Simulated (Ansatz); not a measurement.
Input file:

```
crystal:
  lattice:
    - [2.5305027254, 0.0, 0.0]
    - [-1.2652513627, 2.1914796445, 0.0]
    - [0.0, 0.0, 25.2597111201]
  atoms:
    - { symbol: Cu, position: [0.6666666667, 0.3333333333, 0.3365042442] }
    - { symbol: Cu, position: [0.3333333333, 0.6666666667, 0.4182521221] }
    - { symbol: Cu, position: [0.6666666667, 0.3333333333, 0.5] }
    - { symbol: Cu, position: [0.3333333333, 0.6666666667, 0.5817478779] }
    - { symbol: Cu, position: [0.6666666667, 0.3333333333, 0.6634957558] }
basis:
  ecutwfc: 500
kpoints:
  mp_grid: { grid: [12, 12, 1] }
hamiltonian:
  xc: r2scan
scf:
  occupations: { method: gaussian, width: 0.1 }
output:
  forces: true
  eigenvalues: true
  write_density: true
  write_potential: true
  elf: true
  volumetric_format: npy
relax:
  adjacent_minimum: "off"
  f_tol: 0.03
  max_steps: 70
  constraints: [{ sites: [0, 1] }]
efield:
  axis: 3
  dipole_correction: true
  ramp_width: 0.04
```

Launched as:

```sh
ansatz run input.yaml --threads 2 --pin off --max-ram 5120MiB --backend cpu --events-out ev --progress --plain --runs-dir out
```

Computed without spin polarisation.

All numbers below come from DFT r2SCAN, scalar-relativistic, plane waves, PAW in Ansatz.

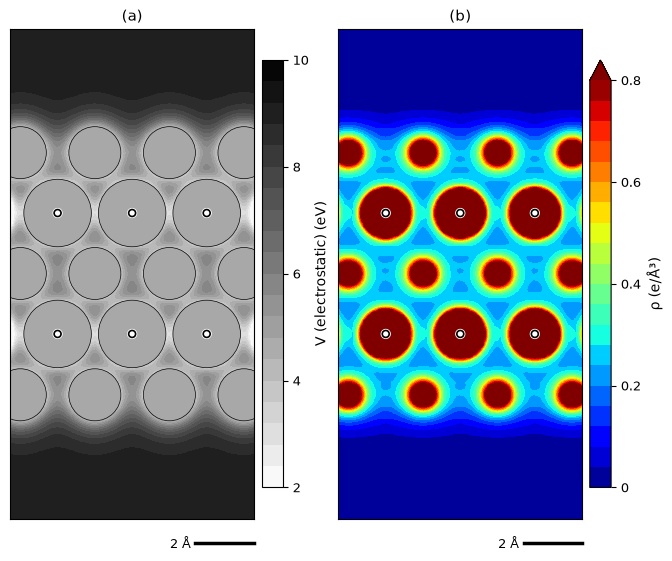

Cu (slab). (a) electrostatic potential (local pseudopotential plus Hartree) felt by an electron; (b) valence electron density on the (100) plane of the calculation cell, a cut from vacuum to vacuum. Circles mark the nuclei in the plane (Cu). Grey discs cover the atomic cores in the potential map.

In a PAW calculation such maps are meaningful between the atoms, not at the nuclei.

**Interpret the plot.**

The plane passes through Cu nuclei.
Atoms just off the plane (Cu, 0.7 Å away) can leave unmarked features too.
Cu–Cu (2.53 Å): ρ at the midpoint is about 0.3 e/Å³.
The density dies away to nearly zero in the vacuum.
Outside the cores the potential energy rises away from the atoms and is highest in the vacuum; its zero is arbitrary.

**Does the calculation give a band gap?**

It is metallic or semimetallic at this level of theory: no gap opens.
